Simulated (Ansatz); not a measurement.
The structure in question:

```yaml
crystal:
  lattice:
    - [5.16980, 0.00000, 0.00000]
    - [0.00000, 5.16980, 0.00000]
    - [0.00000, 0.00000, 5.16980]
  atoms:
    - { symbol: Sn, position: [0.00000, 0.50000, 0.50000] }
    - { symbol: Sn, position: [0.50000, 0.50000, 0.00000] }
    - { symbol: Sn, position: [0.50000, 0.00000, 0.50000] }
    - { symbol: Sn, position: [0.00000, 0.00000, 0.00000] }
    - { symbol: O, position: [0.33909, 0.16091, 0.83909] }
    - { symbol: O, position: [0.16091, 0.83909, 0.33909] }
    - { symbol: O, position: [0.83909, 0.33909, 0.16091] }
    - { symbol: O, position: [0.66091, 0.66091, 0.66091] }
    - { symbol: O, position: [0.33909, 0.33909, 0.33909] }
    - { symbol: O, position: [0.16091, 0.66091, 0.83909] }
    - { symbol: O, position: [0.83909, 0.16091, 0.66091] }
    - { symbol: O, position: [0.66091, 0.83909, 0.16091] }
```

What crystal do these data define?

It has the composition SnO2. Its lattice is primitive cubic, its space group Pa-3 (No. 205). Content of the cell: 4 Sn, 8 O (Z = 4). Each Sn has six O in a distorted octahedral arrangement at 2.11 Å. The coordination shell of O holds three Sn in a trigonal planar arrangement at 2.11 Å. The bonds build a three-dimensional framework.

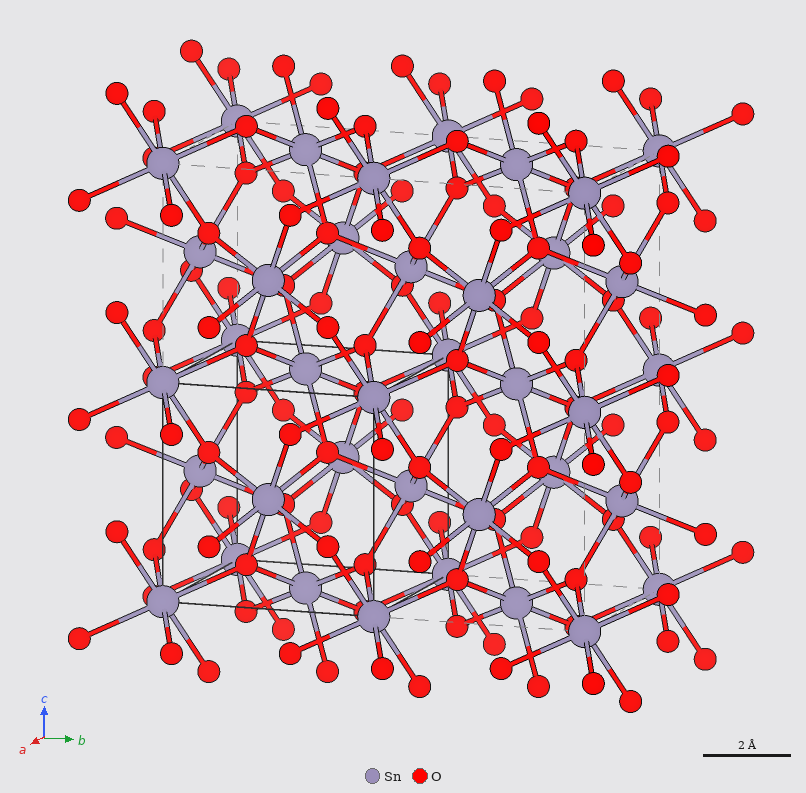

The image is a ball-and-stick drawing of a crystal, viewed slightly off an axis. A block of 1×2×2 cells is shown, with one conventional unit cell in solid outline. A few atoms beyond the faces are included.

Provenance: a structure listed in the Materials Project. Cell shown after relaxation with DFT PBE, scalar-relativistic, plane waves, PAW (Ansatz).
